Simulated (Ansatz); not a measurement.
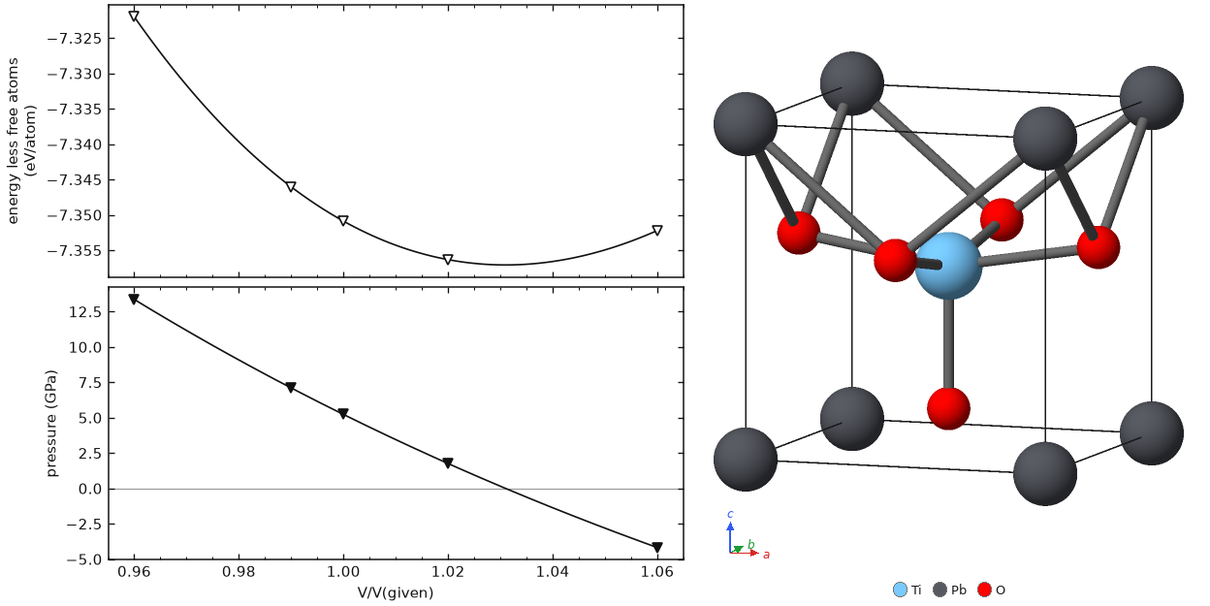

Figure. Energy less free atoms and pressure against V/V(given) for TiPbO₃, space group P4mm (No. 99). The conventional cell is drawn beside the plot.

V(given) is 12.62 Å³/atom.

A third-order Birch–Murnaghan fit gives V0 = 13.01 Å³/atom, B0 = 159 GPa and B′ = 4.6. The energy less free atoms is −7.3220 eV/atom at V/V(given) 0.96 and −7.3522 eV/atom at 1.06; the lowest computed point is at V/V(given) 1.02 (−7.3563 eV/atom). The pressure falls from 13.4 GPa at V/V(given) 0.96 to −4.2 GPa at 1.06, and changes sign near 1.03.

Computed with Ansatz 0.2.0: periodic Kohn-Sham DFT of a crystal at fixed atoms, scaled to the stated factor times the given cell; pressure positive in compression, energy less spherical unpolarised free atoms. Level: PBE, no spin-orbit coupling.

method all-electron LAPW; relativity scalar; k mesh 9×9×8; occupations Fermi–Dirac; smearing width 0.03 eV; basis error target 0.5 (meV/atom); nucleus Gaussian.

The given structure:
```cif
data_structure
_symmetry_space_group_name_H-M 'P 1'
_symmetry_Int_Tables_number 1
_cell_length_a 3.8992
_cell_length_b 3.8992
_cell_length_c 4.1499
_cell_angle_alpha 90.000
_cell_angle_beta 90.000
_cell_angle_gamma 90.000
_cell_volume 63.09
loop_
_atom_site_label
_atom_site_type_symbol
_atom_site_fract_x
_atom_site_fract_y
_atom_site_fract_z
_atom_site_occupancy
Ti1 Ti 0.50000 0.50000 0.53820 1
Pb1 Pb 0.00000 0.00000 0.00000 1
O1 O 0.50000 0.50000 0.11300 1
O2 O 0.50000 0.00000 0.61500 1
O3 O 0.00000 0.50000 0.61500 1
```

Limits of the calculation: no spin-orbit coupling on heavy atoms; shape and atomic fractions are frozen while scaling, which makes layered, chain and framework solids too stiff.

One of the inputs:
```
crystal:
  lattice:
    - [3.8992, 0.0, 0.0]
    - [0.0, 3.8992, 0.0]
    - [0.0, 0.0, 4.1499]
  atoms:
    - { symbol: Ti, position: [0.5, 0.5, 0.5382] }
    - { symbol: Pb, position: [0.0, 0.0, 0.0] }
    - { symbol: O, position: [0.5, 0.5, 0.113] }
    - { symbol: O, position: [0.5, 0.0, 0.615] }
    - { symbol: O, position: [0.0, 0.5, 0.615] }
kpoints:
  mp_grid: { grid: [9, 9, 8] }
  band_path:
    path:
      - [0.0, 0.0, 0.0]
      - [0.0, 0.5, 0.0]
      - [0.5, 0.5, 0.0]
      - [0.0, 0.0, 0.0]
      - [0.0, 0.0, 0.5]
      - [0.0, 0.5, 0.5]
      - [0.5, 0.5, 0.5]
      - [0.0, 0.0, 0.5]
      - [0.0, 0.5, 0.0]
    npoints: 14
scf:
  occupations: { method: fermi_dirac, width: 0.03 }
hamiltonian:
  xc: pbe
  pseudopotentials: { kind: all_electron, lapw: { basis_error: 0.0005 } }
output:
  forces: true
  stress: true
  eigenvalues: true
  fatbands: true
  populations: true
  dos: { projected: true, de: 0.2, e_range: [-14, 8] }
```

Command:
```bash
ansatz run input.yaml --threads 2 --pin off --max-ram 8192MiB --backend cpu --events-out ev --progress --plain --runs-dir out
```
